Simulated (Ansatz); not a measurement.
# Run report: Pt₃Se₅, geometry relaxation (part 4 of 4)

Pt₃Se₅ (slab, 16 atoms in the cell); DFT PBEsol, scalar-relativistic, plane waves, PAW, no spin polarisation (Ansatz 0.2.0); cutoff 420 eV, 9×5×1 k-mesh, Gaussian smearing of 0.1 eV. The structure derives from an entry of the Crystallography Open Database. It belongs to a series of runs on one base structure; here: (0 1 2) slab, atoms relaxed.

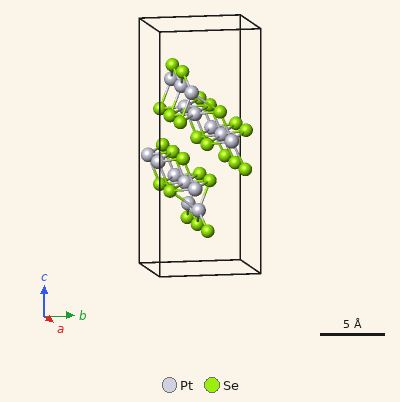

**Figure 1.** The geometry at step 25 of the log (ball-and-stick view of the 2 × 1 repeat of the cell, with the vacuum cut short, seen slightly off an axis).

Trajectory as extended XYZ, continued
```
16
Lattice="3.7607 0.0000 0.0000 0.0000 8.1290 0.0000 0.0000 0.0000 24.7424" Properties=species:S:1:pos:R:3:forces:R:3 step=20 energy=-128547.62445
Pt    1.8804    3.9319    7.6284    0.0000   0.0048  -0.1254
Se    0.0000    4.4313    6.3013    0.0000  -0.0956   0.0912
Se    1.8804    1.3386    9.1401    0.0000  -0.0121  -0.0344
Pt    0.0000    2.9499    9.5188    0.0000  -0.0038   0.0778
Se    1.8804    4.5165   10.0057    0.0000  -0.0106  -0.0877
Se    0.0000    6.8840   10.9962    0.0000   0.0201  -0.0250
Pt    1.8804    0.3354   11.4691    0.0000  -0.0031   0.0178
Se    0.0000    1.9239   11.9144    0.0000  -0.0089  -0.0011
Se    1.8804    4.1951   12.8280    0.0000   0.0089   0.0010
Pt    0.0000    5.7836   13.2733    0.0000   0.0030  -0.0177
Se    1.8804    7.3640   13.7462    0.0000  -0.0201   0.0249
Se    0.0000    1.6025   14.7367    0.0000   0.0106   0.0877
Pt    1.8804    3.1690   15.2236    0.0000   0.0038  -0.0779
Se    0.0000    4.7803   15.6023    0.0000   0.0121   0.0344
Se    1.8804    9.8166   18.4411    0.0000   0.0956  -0.0912
Pt    0.0000    2.1870   17.1140    0.0000  -0.0048   0.1254
16
Lattice="3.7607 0.0000 0.0000 0.0000 8.1290 0.0000 0.0000 0.0000 24.7424" Properties=species:S:1:pos:R:3:forces:R:3 step=21 energy=-128547.65672
Pt    1.8804    3.8127    7.5941    0.0000  -0.0861   0.0984
Se    0.0000    4.2362    6.2613    0.0000   0.0090  -0.1381
Se    1.8804    1.3092    9.1425    0.0000  -0.0293   0.0546
Pt    0.0000    2.9176    9.5332    0.0000  -0.0197  -0.0773
Se    1.8804    4.4947    9.9525    0.0000   0.0372   0.0460
Se    0.0000    6.8872   10.9832    0.0000  -0.0004   0.0299
Pt    1.8804    0.3281   11.4809    0.0000   0.0184  -0.0177
Se    0.0000    1.9127   11.9387    0.0000  -0.0116  -0.0177
Se    1.8804    4.2062   12.8037    0.0000   0.0116   0.0178
Pt    0.0000    5.7908   13.2615    0.0000  -0.0184   0.0177
Se    1.8804    7.3608   13.7592    0.0000   0.0004  -0.0298
Se    0.0000    1.6242   14.7899    0.0000  -0.0372  -0.0459
Pt    1.8804    3.2013   15.2092    0.0000   0.0196   0.0773
Se    0.0000    4.8098   15.5999    0.0000   0.0293  -0.0547
Se    1.8804   10.0117   18.4811    0.0000  -0.0090   0.1381
Pt    0.0000    2.3062   17.1483    0.0000   0.0861  -0.0984
16
Lattice="3.7607 0.0000 0.0000 0.0000 8.1290 0.0000 0.0000 0.0000 24.7424" Properties=species:S:1:pos:R:3:forces:R:3 step=22 energy=-128547.67050
Pt    1.8804    3.6906    7.5692    0.0000   0.0195  -0.0560
Se    0.0000    4.0486    6.1976    0.0000  -0.0170   0.0257
Se    1.8804    1.2710    9.1525    0.0000   0.0084  -0.1047
Pt    0.0000    2.8870    9.5037    0.0000  -0.0188   0.1510
Se    1.8804    4.4675    9.9246    0.0000   0.0099  -0.0687
Se    0.0000    6.8907   10.9871    0.0000  -0.0441  -0.0544
Pt    1.8804    0.3273   11.4885    0.0000  -0.0017  -0.0041
Se    0.0000    1.9130   11.9327    0.0000   0.0242   0.0717
Se    1.8804    4.2059   12.8097    0.0000  -0.0242  -0.0719
Pt    0.0000    5.7917   13.2539    0.0000   0.0016   0.0041
Se    1.8804    7.3572   13.7553    0.0000   0.0441   0.0544
Se    0.0000    1.6514   14.8178    0.0000  -0.0100   0.0687
Pt    1.8804    3.2319   15.2387    0.0000   0.0189  -0.1511
Se    0.0000    4.8479   15.5898    0.0000  -0.0083   0.1048
Se    1.8804   10.1993   18.5448    0.0000   0.0170  -0.0257
Pt    0.0000    2.4284   17.1732    0.0000  -0.0195   0.0560
16
Lattice="3.7607 0.0000 0.0000 0.0000 8.1290 0.0000 0.0000 0.0000 24.7424" Properties=species:S:1:pos:R:3:forces:R:3 step=23 energy=-128547.67380
Pt    1.8804    3.5637    7.5761    0.0000   0.0586  -0.0274
Se    0.0000    3.9281    6.2001    0.0000  -0.0181  -0.0497
Se    1.8804    1.2847    9.1505    0.0000  -0.0722  -0.0190
Pt    0.0000    2.8904    9.5450    0.0000   0.0586  -0.0721
Se    1.8804    4.4830    9.9021    0.0000  -0.0565   0.0510
Se    0.0000    6.8907   10.9784    0.0000   0.0414  -0.0044
Pt    1.8804    0.3265   11.4940    0.0000   0.0142   0.0184
Se    0.0000    1.9079   11.9668    0.0000  -0.0759   0.1104
Se    1.8804    4.2110   12.7755    0.0000   0.0759  -0.1097
Pt    0.0000    5.7923   13.2484    0.0000  -0.0137  -0.0187
Se    1.8804    7.3571   13.7640    0.0000  -0.0414   0.0045
Se    0.0000    1.6360   14.8403    0.0000   0.0565  -0.0512
Pt    1.8804    3.2287   15.1974    0.0000  -0.0589   0.0723
Se    0.0000    4.8344   15.5921    0.0000   0.0718   0.0185
Se    1.8804   10.3199   18.5423    0.0000   0.0180   0.0498
Pt    0.0000    2.5552   17.1663    0.0000  -0.0583   0.0273
16
Lattice="3.7607 0.0000 0.0000 0.0000 8.1290 0.0000 0.0000 0.0000 24.7424" Properties=species:S:1:pos:R:3:forces:R:3 step=24 energy=-128547.67547
Pt    1.8804    3.5351    7.5512    0.0000  -0.0471  -0.0094
Se    0.0000    3.8628    6.1613    0.0000   0.0166   0.0193
Se    1.8804    1.2347    9.1224    0.0000   0.0480   0.0928
Pt    0.0000    2.8441    9.5257    0.0000   0.0643  -0.0617
Se    1.8804    4.4335    9.8892    0.0000  -0.0019  -0.0016
Se    0.0000    6.8887   10.9786    0.0000   0.0056  -0.0311
Pt    1.8804    0.3253   11.4896    0.0000  -0.0920   0.0858
Se    0.0000    1.8975   11.9862    0.0000  -0.0161  -0.0562
Se    1.8804    4.2216   12.7564    0.0000   0.0161   0.0551
Pt    0.0000    5.7939   13.2528    0.0000   0.0911  -0.0853
Se    1.8804    7.3594   13.7637    0.0000  -0.0056   0.0309
Se    0.0000    1.6852   14.8533    0.0000   0.0017   0.0016
Pt    1.8804    3.2747   15.2167    0.0000  -0.0635   0.0612
Se    0.0000    4.8841   15.6197    0.0000  -0.0473  -0.0919
Se    1.8804   10.3850   18.5811    0.0000  -0.0163  -0.0195
Pt    0.0000    2.5838   17.1912    0.0000   0.0465   0.0098
16
Lattice="3.7607 0.0000 0.0000 0.0000 8.1290 0.0000 0.0000 0.0000 24.7424" Properties=species:S:1:pos:R:3:forces:R:3 step=25 energy=-128547.67926
Pt    1.8804    3.5412    7.5506    0.0000  -0.0166  -0.0213
Se    0.0000    3.8657    6.1598    0.0000  -0.0028   0.0443
Se    1.8804    1.2496    9.1505    0.0000   0.0171   0.0072
Pt    0.0000    2.8642    9.5279    0.0000  -0.0082  -0.0168
Se    1.8804    4.4500    9.8875    0.0000  -0.0051   0.0188
Se    0.0000    6.8883   10.9595    0.0000   0.0151   0.0743
Pt    1.8804    0.3114   11.5052    0.0000   0.0918  -0.0570
Se    0.0000    1.8884   11.9847    0.0000   0.0090   0.0406
Se    1.8804    4.2305   12.7577    0.0000  -0.0091  -0.0406
Pt    0.0000    5.8075   13.2372    0.0000  -0.0917   0.0570
Se    1.8804    7.3596   13.7829    0.0000  -0.0150  -0.0742
Se    0.0000    1.6690   14.8549    0.0000   0.0052  -0.0188
Pt    1.8804    3.2548   15.2145    0.0000   0.0080   0.0168
Se    0.0000    4.8694   15.5919    0.0000  -0.0172  -0.0071
Se    1.8804   10.3822   18.5826    0.0000   0.0028  -0.0443
Pt    0.0000    2.5777   17.1918    0.0000   0.0166   0.0213
16
Lattice="3.7607 0.0000 0.0000 0.0000 8.1290 0.0000 0.0000 0.0000 24.7424" Properties=species:S:1:pos:R:3:forces:R:3 step=26 energy=-128547.68240
Pt    1.8804    3.5401    7.5570    0.0000  -0.0040  -0.0116
Se    0.0000    3.8748    6.1721    0.0000   0.0025  -0.0118
Se    1.8804    1.2651    9.1519    0.0000  -0.0168   0.0002
Pt    0.0000    2.8763    9.5326    0.0000  -0.0014  -0.0203
Se    1.8804    4.4601    9.8913    0.0000   0.0169   0.0437
Se    0.0000    6.8976   10.9729    0.0000   0.0078  -0.0093
Pt    1.8804    0.3256   11.5045    0.0000  -0.0012  -0.0086
Se    0.0000    1.8988   11.9895    0.0000  -0.0060   0.0396
Se    1.8804    4.2201   12.7529    0.0000   0.0060  -0.0394
Pt    0.0000    5.7932   13.2379    0.0000   0.0014   0.0084
Se    1.8804    7.3503   13.7695    0.0000  -0.0078   0.0094
Se    0.0000    1.6589   14.8511    0.0000  -0.0168  -0.0437
Pt    1.8804    3.2427   15.2098    0.0000   0.0012   0.0204
Se    0.0000    4.8539   15.5906    0.0000   0.0166  -0.0004
Se    1.8804   10.3732   18.5703    0.0000  -0.0025   0.0119
Pt    0.0000    2.5789   17.1854    0.0000   0.0042   0.0115
16
Lattice="3.7607 0.0000 0.0000 0.0000 8.1290 0.0000 0.0000 0.0000 24.7424" Properties=species:S:1:pos:R:3:forces:R:3 step=27 energy=-128547.68245
Pt    1.8804    3.5309    7.5497    0.0000   0.0019   0.0936
Se    0.0000    3.8695    6.1712    0.0000   0.0041  -0.0439
Se    1.8804    1.2656    9.1541    0.0000  -0.0007  -0.0087
Pt    0.0000    2.8775    9.5336    0.0000   0.0030  -0.0359
Se    1.8804    4.4591    9.8989    0.0000  -0.0033  -0.0085
Se    0.0000    6.9009   10.9718    0.0000  -0.0074  -0.0132
Pt    1.8804    0.3261   11.5071    0.0000  -0.0033  -0.0040
Se    0.0000    1.8968   11.9950    0.0000   0.0117   0.0444
Se    1.8804    4.2221   12.7473    0.0000  -0.0117  -0.0441
Pt    0.0000    5.7927   13.2353    0.0000   0.0035   0.0039
Se    1.8804    7.3470   13.7706    0.0000   0.0074   0.0132
Se    0.0000    1.6598   14.8435    0.0000   0.0033   0.0082
Pt    1.8804    3.2414   15.2089    0.0000  -0.0031   0.0360
Se    0.0000    4.8533   15.5883    0.0000   0.0006   0.0085
Se    1.8804   10.3784   18.5712    0.0000  -0.0041   0.0439
Pt    0.0000    2.5880   17.1927    0.0000  -0.0018  -0.0934
16
Lattice="3.7607 0.0000 0.0000 0.0000 8.1290 0.0000 0.0000 0.0000 24.7424" Properties=species:S:1:pos:R:3:forces:R:3 step=28 energy=-128547.68337
Pt    1.8804    3.5280    7.5554    0.0000  -0.0006   0.0265
Se    0.0000    3.8644    6.1714    0.0000   0.0020  -0.0119
Se    1.8804    1.2652    9.1539    0.0000   0.0051   0.0041
Pt    0.0000    2.8773    9.5349    0.0000   0.0053  -0.0202
Se    1.8804    4.4609    9.8978    0.0000  -0.0124   0.0038
Se    0.0000    6.9007   10.9709    0.0000   0.0084  -0.0061
Pt    1.8804    0.3265   11.5081    0.0000  -0.0002   0.0037
Se    0.0000    1.8975   12.0016    0.0000  -0.0075   0.0128
Se    1.8804    4.2214   12.7408    0.0000   0.0075  -0.0128
Pt    0.0000    5.7924   13.2343    0.0000   0.0002  -0.0037
Se    1.8804    7.3472   13.7715    0.0000  -0.0084   0.0061
Se    0.0000    1.6580   14.8446    0.0000   0.0123  -0.0039
Pt    1.8804    3.2416   15.2075    0.0000  -0.0053   0.0202
Se    0.0000    4.8537   15.5885    0.0000  -0.0051  -0.0041
Se    1.8804   10.3835   18.5710    0.0000  -0.0020   0.0118
Pt    0.0000    2.5909   17.1870    0.0000   0.0006  -0.0264
16
Lattice="3.7607 0.0000 0.0000 0.0000 8.1290 0.0000 0.0000 0.0000 24.7424" Properties=species:S:1:pos:R:3:forces:R:3 step=29 energy=-128547.68356
Pt    1.8804    3.5315    7.5600    0.0000  -0.0041   0.0095
Se    0.0000    3.8687    6.1757    0.0000   0.0036  -0.0058
Se    1.8804    1.2709    9.1580    0.0000  -0.0026   0.0015
Pt    0.0000    2.8822    9.5373    0.0000  -0.0034  -0.0035
Se    1.8804    4.4630    9.9051    0.0000   0.0028  -0.0069
Se    0.0000    6.9048   10.9696    0.0000   0.0029  -0.0062
Pt    1.8804    0.3281   11.5115    0.0000  -0.0029   0.0032
Se    0.0000    1.8962   12.0098    0.0000   0.0073  -0.0061
Se    1.8804    4.2227   12.7326    0.0000  -0.0073   0.0061
Pt    0.0000    5.7908   13.2309    0.0000   0.0029  -0.0032
Se    1.8804    7.3431   13.7728    0.0000  -0.0029   0.0062
Se    0.0000    1.6559   14.8373    0.0000  -0.0028   0.0069
Pt    1.8804    3.2367   15.2051    0.0000   0.0034   0.0035
Se    0.0000    4.8480   15.5844    0.0000   0.0026  -0.0015
Se    1.8804   10.3792   18.5667    0.0000  -0.0036   0.0058
Pt    0.0000    2.5874   17.1824    0.0000   0.0041  -0.0094
```

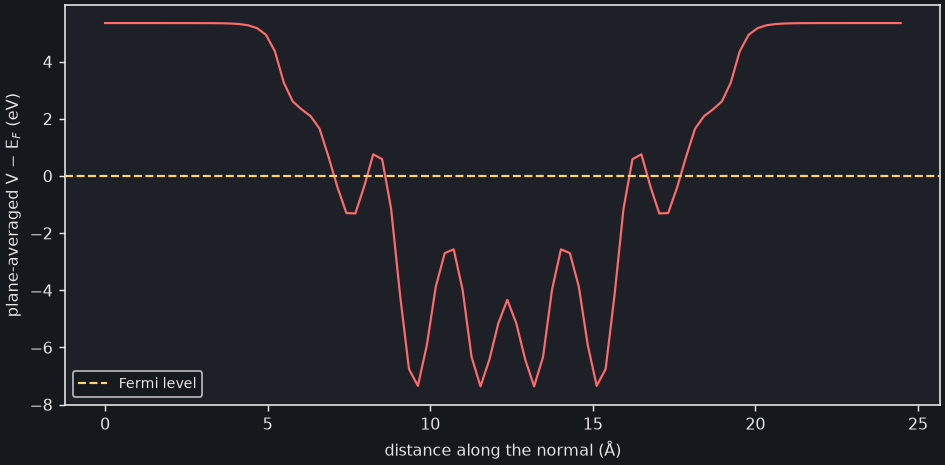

**Figure 2.** Plane average of the electrostatic potential energy of an electron across the cell, from the Fermi level. The vacuum level lies 5.35 eV above the Fermi level.

The run was set up as follows.

Input file
```yaml
crystal:
  lattice:
    - [3.7607249066, 0.0, 0.0]
    - [0.0, 8.1290185517, 0.0]
    - [0.0, 0.0, 24.7424025113]
  atoms:
    - { symbol: Pt, position: [0.5, 0.6789607276, 0.3031233526] }
    - { symbol: Se, position: [0.0, 0.8792751587, 0.3179298616] }
    - { symbol: Se, position: [0.5, 0.1576070242, 0.3670675026] }
    - { symbol: Pt, position: [0.0, 0.3579214553, 0.3818740115] }
    - { symbol: Se, position: [0.5, 0.5582358864, 0.3966805205] }
    - { symbol: Se, position: [0.0, 0.8365677518, 0.4458181615] }
    - { symbol: Pt, position: [0.5, 0.0368821829, 0.4606246705] }
    - { symbol: Se, position: [0.0, 0.237196614, 0.4754311795] }
    - { symbol: Se, position: [0.5, 0.5155284794, 0.5245688205] }
    - { symbol: Pt, position: [0.0, 0.7158429105, 0.5393753295] }
    - { symbol: Se, position: [0.5, 0.9161573416, 0.5541818385] }
    - { symbol: Se, position: [0.0, 0.1944892071, 0.6033194795] }
    - { symbol: Pt, position: [0.5, 0.3948036382, 0.6181259885] }
    - { symbol: Se, position: [0.0, 0.5951180693, 0.6329324974] }
    - { symbol: Se, position: [0.5, 0.8734499347, 0.6820701384] }
    - { symbol: Pt, position: [0.0, 0.0737643658, 0.6968766474] }
basis:
  ecutwfc: 420
kpoints:
  mp_grid: { grid: [9, 5, 1] }
hamiltonian:
  xc: pbesol
scf:
  occupations: { method: gaussian, width: 0.1 }
output:
  forces: true
  eigenvalues: true
relax:
  adjacent_minimum: "off"
  f_tol: 0.02
  max_steps: 60
efield:
  axis: 3
  dipole_correction: true
  ramp_width: 0.04
```

Command:
```bash
ansatz run input.yaml --threads 2 --pin off --max-ram 5120MiB --backend cpu --events-out ev --progress --plain --runs-dir out
```

Key numbers

| quantity | value |
| --- | --- |
| outcome | converged |
| electrons treated | 268 |
| free energy | −128547.6836 eV |
| work function, top face | 5.35 eV |
| work function, bottom face | 5.35 eV |
| Fermi energy | 2.441 eV |
| gap on the k-point mesh | none (metallic) |
| final volume | 756.40 Å³ |
| work function (upper face) | 5.35 eV |
| largest force (length of the vector) at the end | 0.010 eV/Å |
| hardware | 2 threads of Intel Xeon @ 2.50GHz (Skylake/Cascade Lake), 189 GiB of memory available, shared host |
| wall time | 81 min (CPU time 2.7 h) |
| peak memory | 2.5 GiB |

Spin–orbit coupling is left out, which matters for Pt.
